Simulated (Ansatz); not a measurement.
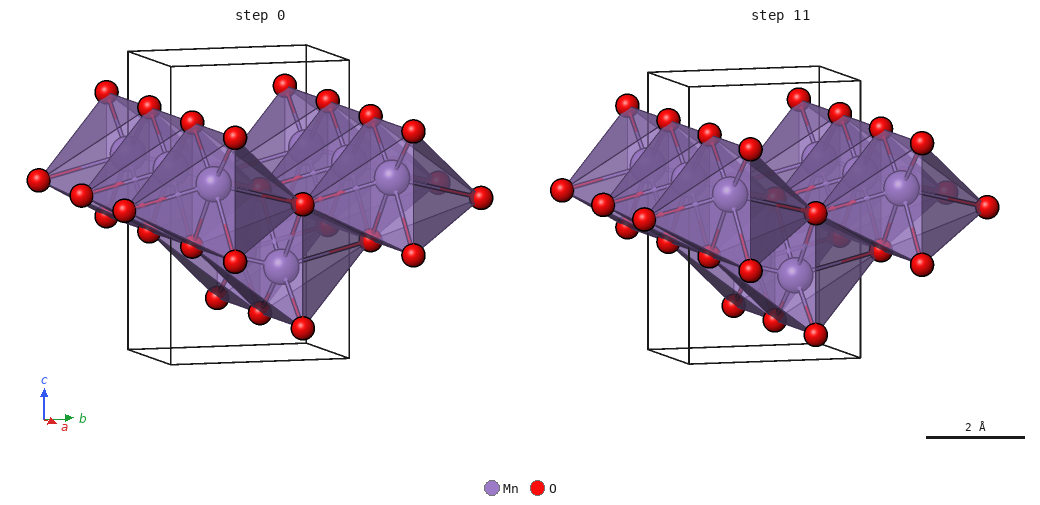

The structure of a crystal of MnO₂ (set up in Pmmn) before (left) and after (right) a relaxation, at one scale.

A polyhedral model of the cell of the calculation, repeated 2 × 1 × 1 with one cell outlined, seen slightly off an axis.

The run lets cell and atoms move.

Method: Ansatz 0.2.0, Kohn-Sham DFT of a periodic cell, LDA, Ansatz PAW.

The input:
```yaml
crystal:
  lattice:
    - [2.904158, 0.0, 0.0]
    - [0.0, 3.84481, 0.0]
    - [0.0, 0.0, 6.164264]
  atoms:
    - { symbol: Mn, position: [0.5, 0.5, 0.3433015], spin: 4.0 }
    - { symbol: Mn, position: [0.0, 0.0, 0.6566985], spin: 4.0 }
    - { symbol: O, position: [0.5, 0.0, 0.8375675] }
    - { symbol: O, position: [0.0, 0.5, 0.1624325] }
    - { symbol: O, position: [0.5, 0.0, 0.4217995] }
    - { symbol: O, position: [0.0, 0.5, 0.5782005] }
hamiltonian:
  xc: lda
  pseudopotentials: { kind: paw }
magnetization:
  spin_polarized: true
kpoints:
  mp_grid: { grid: [9, 7, 5] }
scf:
  occupations: { method: fermi_dirac, width: 0.05 }
output:
  forces: true
  stress: true
  eigenvalues: true
relax:
  f_tol: 0.01
  max_steps: 40
  cell: { stress_tol: 0.05 }
```

Run as
```bash
ansatz run input.yaml --threads 2 --pin off --max-ram 5632MiB --backend cpu --events-out ev --progress --plain --runs-dir out
```

Question: What changed between the two?

Answer: The largest moves relative to the cell, 0.090 Å, are those of O atoms. Largest moves by element: O 0.090 Å, Mn 0.044 Å. The volume changes by −14.4 %, with a 2.904 → 2.781 Å (−4.2 %), b 3.845 → 3.697 Å (−3.9 %), c 6.164 → 5.732 Å (−7.0 %). Near-neighbour distances that change, for instance: Mn–O 1.982 → 1.903 Å, Mn–O 1.831 → 1.762 Å, Mn–O 2.051 → 1.995 Å. The space group stays Pmmn (No. 59). The energy falls by 85.3 meV per atom in 8 accepted moves (11 points after the start). The largest force component goes from 1.6 to 0.0047 eV/Å. The pressure goes from −19.41 to −0.03 GPa. The SCF was repeated 3 times at an unchanged geometry on a basis and grid sized afresh for the cell, which shifted the energy by 5.0 meV per atom at most. The run took 2.6 min on 2 threads of Arm Neoverse V1, with other jobs on the host, peak memory 0.5 GiB.

Limits of the set-up: only the magnetic order of this start and cell was tried (total moment 5.9 μB per cell).
